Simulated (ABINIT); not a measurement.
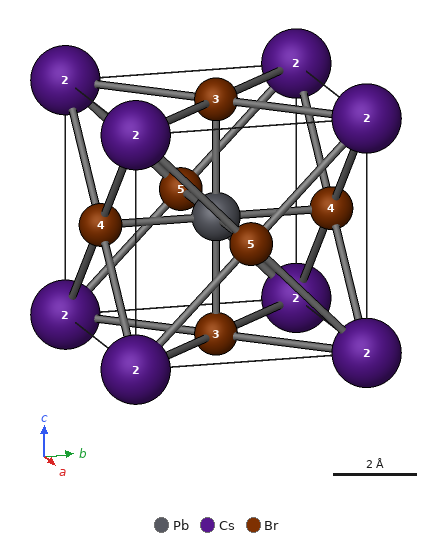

Figure 1. The structure (ball-and-stick view of the cell of the calculation, seen slightly off an axis; atoms are numbered from 1 in the order of the input). An atom can appear more than once, as a periodic image.

CsPbBr3: optical-spectrum calculation (part 1 of 2)

System: CsPbBr3 (Pm-3m, 5 atoms in the cell).
Method: Kohn-Sham DFT of a periodic cell, LDA, PseudoDojo NC SR LDA v0.4.1 standard, no spin polarisation (ABINIT 10.8.3).

The structure derives from an entry of the Crystallography Open Database.

### Log
```
.Version 10.8.3 of ABINIT
 DATASET    1 : space group Pm -3 m (#221); Bravais cP (primitive cubic)
================================================================================
 Values of the parameters that define the memory need for DATASET  1.
     intxc =       0    ionmov =       0      iscf =       7    lmnmax =       8
     lnmax =       8     mgfft =      54  mpssoang =       4    mqgrid =    3001
     natom =       5  nloc_mem =       1    nspden =       1   nspinor =       1
    nsppol =       1      nsym =      48    n1xccc =    2501    ntypat =       3
    occopt =       1   xclevel =       1
       mpw =        8655          nfft =      157464          nkpt =          10
================================================================================
================================================================================

 DATASET    2 : space group Pm -3 m (#221); Bravais cP (primitive cubic)
================================================================================
 Values of the parameters that define the memory need for DATASET  2.
     intxc =       0    ionmov =       0      iscf =      -2    lmnmax =       8
     lnmax =       8     mgfft =      54  mpssoang =       4    mqgrid =    3001
     natom =       5  nloc_mem =       1    nspden =       1   nspinor =       1
    nsppol =       1      nsym =      48    n1xccc =    2501    ntypat =       3
    occopt =       1   xclevel =       1
       mpw =        8655          nfft =      157464          nkpt =          10
================================================================================
================================================================================

 DATASET    3 : space group Pm -3 m (#221); Bravais cP (primitive cubic)
================================================================================
 Values of the parameters that define the memory need for DATASET  3.
     intxc =       0    ionmov =       0      iscf =       7    lmnmax =       8
     lnmax =       8     mgfft =      54  mpssoang =       4    mqgrid =    3001
     natom =       5  nloc_mem =       1    nspden =       1   nspinor =       1
    nsppol =       1      nsym =      48    n1xccc =    2501    ntypat =       3
    occopt =       1   xclevel =       1
       mpw =        8655          nfft =      157464          nkpt =          10
================================================================================
================================================================================

--------------------------------------------------------------------------------
------------- Echo of variables that govern the present computation ------------
--------------------------------------------------------------------------------
 -outvars: echo values of preprocessed input variables --------
            acell      1.1092692352E+01  1.1092692352E+01  1.1092692352E+01 Bohr
              amu      2.07200000E+02  1.32905430E+02  7.99040000E+01
           diemac      6.00000000E+00
             ecut      2.60000000E+01 Hartree
           getden1          0
           getden2          1
           getden3          0
           getwfk1          0
           getwfk2          0
           getwfk3          2
             iscf1          7
             iscf2         -2
             iscf3          7
              ixc           7
           jdtset        1    2    3
         kptrlatt        6    0    0      0    6    0      0    0    6
          kptrlen      6.65561541E+01
            natom           5
            nband1         22
            nband2         34
            nband3         30
           nbdbuf1          0
           nbdbuf2          4
           nbdbuf3          0
           ndtset           3
            ngfft          54      54      54
             nkpt          10
            nstep1         80
            nstep2        120
            nstep3         80
             nsym          48
           ntypat           3
        optdriver1          0
        optdriver2          0
        optdriver3          8
           prtden1          1
           prtden2          0
           prtden3          1
        prtebands           0
           prteig           0
           prtevk1          0
           prtevk2          0
           prtevk3          1
            prtwf1          0
            prtwf2          1
            prtwf3          1
           shiftk      5.00000000E-01  5.00000000E-01  5.00000000E-01
          spgroup         221
           tolvrs1     1.00000000E-12
           tolvrs2     0.00000000E+00
           tolvrs3     0.00000000E+00
           tolwfr1     0.00000000E+00
           tolwfr2     1.00000000E-12
           tolwfr3     0.00000000E+00
            typat      1  2  3  3  3
         wfk_task1          0
         wfk_task2          0
         wfk_task3          7
           xangst      2.9349999980E+00  2.9349999980E+00  2.9349999980E+00
                       0.0000000000E+00  0.0000000000E+00  0.0000000000E+00
                       2.9349999980E+00  2.9349999980E+00  0.0000000000E+00
                       2.9349999980E+00  0.0000000000E+00  2.9349999980E+00
                       0.0000000000E+00  2.9349999980E+00  2.9349999980E+00
            xcart      5.5463461758E+00  5.5463461758E+00  5.5463461758E+00
                       0.0000000000E+00  0.0000000000E+00  0.0000000000E+00
                       5.5463461758E+00  5.5463461758E+00  0.0000000000E+00
                       5.5463461758E+00  0.0000000000E+00  5.5463461758E+00
                       0.0000000000E+00  5.5463461758E+00  5.5463461758E+00
             xred      5.0000000000E-01  5.0000000000E-01  5.0000000000E-01
                       0.0000000000E+00  0.0000000000E+00  0.0000000000E+00
                       5.0000000000E-01  5.0000000000E-01  0.0000000000E+00
                       5.0000000000E-01  0.0000000000E+00  5.0000000000E-01
                       0.0000000000E+00  5.0000000000E-01  5.0000000000E-01
            znucl       82.00000   55.00000   35.00000

================================================================================

 chkinp: Checking input parameters for consistency, jdtset=   1.

 chkinp: Checking input parameters for consistency, jdtset=   2.

 chkinp: Checking input parameters for consistency, jdtset=   3.

================================================================================
== DATASET  1 ==================================================================

--- !DatasetInfo
iteration_state: {dtset: 1, }
dimensions: {natom: 5, nkpt: 10, mband: 22, nsppol: 1, nspinor: 1, nspden: 1, mpw: 8655, }
cutoff_energies: {ecut:  26.0, pawecutdg:  -1.0, }
electrons: {nelect:   4.40000000E+01, charge:   0.00000000E+00, occopt:   1.00000000E+00, tsmear:   1.00000000E-02, }
meta: {optdriver: 0, ionmov: 0, optcell: 0, iscf: 7, paral_kgb: 0, }
...

 Exchange-correlation functional for the present dataset will be:
  LDA: Perdew-Wang 92 LSD fit to Ceperley-Alder data - ixc=7
  J.P.Perdew and Y.Wang, PRB 45, 13244 (1992)

 Real(R)+Recip(G) space primitive vectors, cartesian coordinates (Bohr,Bohr^-1):
 R(1)= 11.0926924  0.0000000  0.0000000  G(1)=  0.0901494  0.0000000  0.0000000
 R(2)=  0.0000000 11.0926924  0.0000000  G(2)=  0.0000000  0.0901494  0.0000000
 R(3)=  0.0000000  0.0000000 11.0926924  G(3)=  0.0000000  0.0000000  0.0901494
 Unit cell volume ucvol=  1.3649317E+03 bohr^3
 Angles (23,13,12)=  9.00000000E+01  9.00000000E+01  9.00000000E+01 degrees

 getcut: wavevector=  0.0000  0.0000  0.0000  ngfft=  54  54  54
         ecut(hartree)=     26.000   => boxcut(ratio)=   2.12083

--- Pseudopotential description ------------------------------------------------
- pspini: atom type   1  psp file is ./Pb.upf
  82.00000  14.00000  180309                  znucl, zion, pspdat
12 -1012 2 -1 1638                            pspcod,pspxc,lmax,lloc,mmax
     nproj     2     2     2     0

- pspini: atom type   2  psp file is ./Cs.upf
  55.00000   9.00000  201201                  znucl, zion, pspdat
12 -1012 3 -1 2328                            pspcod,pspxc,lmax,lloc,mmax
     nproj     2     2     2     2

- pspini: atom type   3  psp file is ./Br.upf
  35.00000   7.00000  180309                  znucl, zion, pspdat
12 -1012 2 -1 1084                            pspcod,pspxc,lmax,lloc,mmax
     nproj     2     2     2     0

   4.24837642E+03                                ecore*ucvol(ha*bohr**3)
--------------------------------------------------------------------------------

================================================================================

--- !BeginCycle
iteration_state: {dtset: 1, }
solver: {iscf: 7, nstep: 80, nline: 4, wfoptalg: 0, }
tolerances: {tolvrs: 1.00E-12, }
...

     iter   Etot(hartree)      deltaE(h)  residm     vres2
 ETOT  1  -139.83992050732    -1.398E+02 2.721E-01 4.301E+02
 ETOT  2  -141.25154766705    -1.412E+00 7.427E-04 1.983E+02
 ETOT  3  -141.27110333468    -1.956E-02 1.161E-04 4.637E+01
 ETOT  4  -141.27285398563    -1.751E-03 6.482E-06 1.432E+01
 ETOT  5  -141.27370338621    -8.494E-04 9.909E-06 4.765E-01
 ETOT  6  -141.27372346670    -2.008E-05 1.364E-06 2.365E-02
 ETOT  7  -141.27372580579    -2.339E-06 5.766E-08 7.292E-03
 ETOT  8  -141.27372653689    -7.311E-07 1.061E-08 1.658E-04
 ETOT  9  -141.27372656906    -3.218E-08 1.738E-09 7.647E-05
 ETOT 10  -141.27372658357    -1.451E-08 2.402E-10 1.868E-06
 ETOT 11  -141.27372658457    -1.001E-09 4.685E-11 3.948E-07
 ETOT 12  -141.27372658478    -2.102E-10 6.578E-12 1.380E-08
 ETOT 13  -141.27372658479    -7.134E-12 1.183E-12 8.032E-09
 ETOT 14  -141.27372658479    -5.514E-12 2.006E-13 4.623E-10
 ETOT 15  -141.27372658479     7.475E-12 3.265E-14 3.644E-12
 ETOT 16  -141.27372658480    -1.529E-11 5.809E-15 5.286E-11
 ETOT 17  -141.27372658479     7.788E-12 9.102E-16 5.024E-12
 ETOT 18  -141.27372658479     5.258E-12 2.159E-16 1.489E-12
 ETOT 19  -141.27372658479    -2.046E-12 2.309E-17 7.923E-13

 At SCF step   19       vres2   =  7.92E-13 < tolvrs=  1.00E-12 =>converged.

 Cartesian components of stress tensor (hartree/bohr^3)
  sigma(1 1)=  4.06868693E-05  sigma(3 2)=  0.00000000E+00
  sigma(2 2)=  4.06868693E-05  sigma(3 1)=  0.00000000E+00
  sigma(3 3)=  4.06868693E-05  sigma(2 1)=  0.00000000E+00

--- !ResultsGS
iteration_state: {dtset: 1, }
comment   : Summary of ground state results
lattice_vectors:
- [ 11.0926924,   0.0000000,   0.0000000, ]
- [  0.0000000,  11.0926924,   0.0000000, ]
- [  0.0000000,   0.0000000,  11.0926924, ]
lattice_lengths: [  11.09269,   11.09269,   11.09269, ]
lattice_angles: [ 90.000,  90.000,  90.000, ] # degrees, (23, 13, 12)
lattice_volume:   1.3649317E+03
convergence: {deltae: -2.046E-12, res2:  7.923E-13, residm:  2.309E-17, diffor: null, }
etotal    :  -1.41273727E+02
entropy   :   0.00000000E+00
fermie    :   4.08492447E-02
cartesian_stress_tensor: # hartree/bohr^3
- [  4.06868693E-05,   0.00000000E+00,   0.00000000E+00, ]
- [  0.00000000E+00,   4.06868693E-05,   0.00000000E+00, ]
- [  0.00000000E+00,   0.00000000E+00,   4.06868693E-05, ]
pressure_GPa:  -1.1970E+00
xred      :
- [  5.0000E-01,   5.0000E-01,   5.0000E-01, Pb]
- [  0.0000E+00,   0.0000E+00,   0.0000E+00, Cs]
- [  5.0000E-01,   5.0000E-01,   0.0000E+00, Br]
- [  5.0000E-01,   0.0000E+00,   5.0000E-01, Br]
- [  0.0000E+00,   5.0000E-01,   5.0000E-01, Br]
cartesian_forces: # hartree/bohr
- [ -0.00000000E+00,  -0.00000000E+00,  -0.00000000E+00, ]
- [ -0.00000000E+00,  -0.00000000E+00,  -0.00000000E+00, ]
- [ -0.00000000E+00,  -0.00000000E+00,  -0.00000000E+00, ]
- [ -0.00000000E+00,  -0.00000000E+00,  -0.00000000E+00, ]
- [ -0.00000000E+00,  -0.00000000E+00,  -0.00000000E+00, ]
force_length_stats: {min:   0.00000000E+00, max:   0.00000000E+00, mean:   0.00000000E+00, }
...

 Integrated electronic density in atomic spheres:
 ------------------------------------------------
 Atom  Sphere_radius  Integrated_density
    1        2.00000         10.07270213
    2        2.00000          4.49358599
    3        2.00000          4.23077693
    4        2.00000          4.23077693
    5        2.00000          4.23077693
================================================================================

 ----iterations are completed or convergence reached----
```
